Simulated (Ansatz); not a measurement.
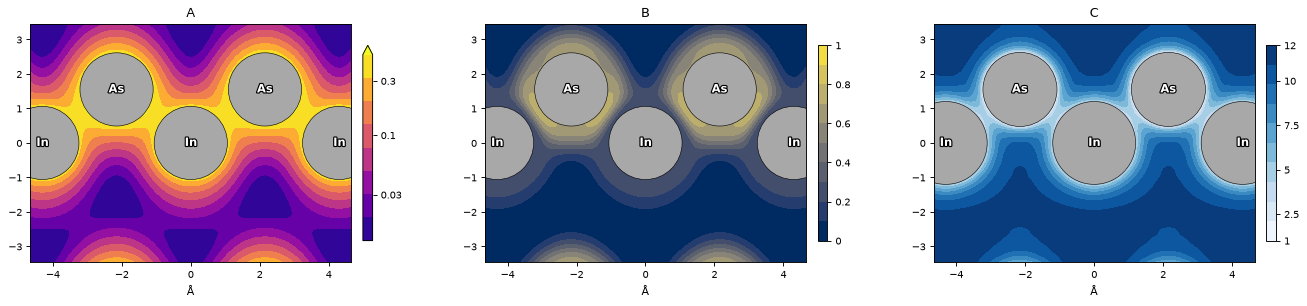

InAs: 3 fields on the (100) plane of the conventional cell, with unlabelled colour scales. Grey discs cover the atomic cores.

Space group I-4m2; a structure from a database of computed crystals, not necessarily the ambient phase; changed on purpose from its base cell (strain along c alone, the other axes held, atoms relaxed: +2.0 %).

Computed with DFT PBEsol, scalar-relativistic, plane waves, PAW (Ansatz).

Which field does each panel show? The fields are: electron localisation function, electrostatic potential energy of an electron and valence pseudo-density.

Panel A: valence pseudo-density. Panel B: electron localisation function. Panel C: electrostatic potential energy of an electron (low next to the atoms, rising into the space between them). From the grid: In–As (2.65 Å): ρ at the midpoint is about 0.39 e/Å³; the ELF peaks at about 0.75 between the atoms.
